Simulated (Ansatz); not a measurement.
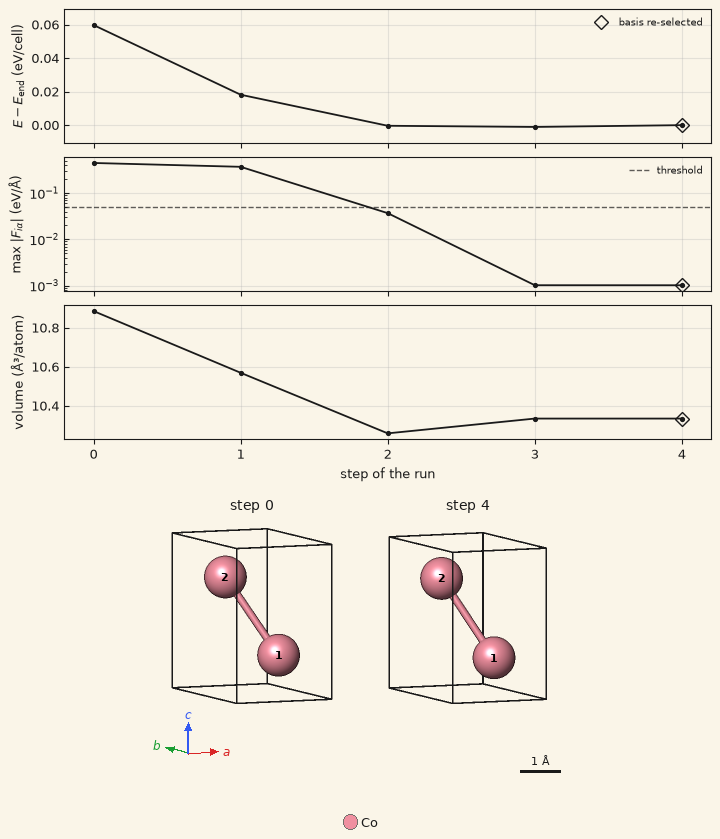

First and last geometry of a relaxation of solid Co (set up in P-3m1) (coarse preliminary run), with the history of the run. The picture is a ball-and-stick view of the cell of the calculation, seen from a free direction.

Method: DFT PBEsol, scalar-relativistic, plane waves, PAW in Ansatz.

Input
```yaml
crystal:
  lattice:
    - [2.4873648738, 0.0, 0.0]
    - [-1.2436824369, 2.1541211692, 0.0]
    - [0.0, 0.0, 4.0632895034]
  atoms:
    - { symbol: Co, position: [0.66666667, 0.33333333, 0.259861], spin: 1.83 }
    - { symbol: Co, position: [0.33333333, 0.66666667, 0.740139], spin: 1.83 }
basis:
  ecutwfc: 420
kpoints:
  mp_grid: { grid: [9, 9, 6] }
hamiltonian:
  xc: pbesol
scf:
  occupations: { method: gaussian, width: 0.1 }
output:
  forces: true
  stress: true
  eigenvalues: true
  populations: true
magnetization:
  spin_polarized: true
relax:
  adjacent_minimum: "off"
  f_tol: 0.05
  max_steps: 80
  cell: { stress_tol: 0.5 }
```

> Read the history and describe the run.

It converged. The energy falls by 59.8 meV per cell of the calculation in 3 accepted moves (4 points after the start). Largest force component: 0.45 eV/Å at the start, 0.001 eV/Å at the end. Pressure: −10.61 GPa at the start and −0.13 GPa at the end. At 1 point the geometry stayed and the basis and grid were re-selected for the new cell (energy shift of 1.1 meV per cell of the calculation at most each time). The largest moves relative to the cell, 0.039 Å, are those of Co1 and Co2. Co1 goes along −c. The volume changes by −5.1 %, with a = b 2.487 → 2.453 Å (−1.4 %), c 4.063 → 3.966 Å (−2.4 %). Some distances before and after: Co1–Co2 2.554 → 2.437 Å, Co1–Co1 2.487 → 2.453 Å, Co1–Co2 (another image) 2.423 → 2.437 Å. The space group (tolerance 0.01 Å) goes from P-3m1 (No. 164) to P6_3/mmc (No. 194). The run took of the order of 40 core-seconds on a shared host.
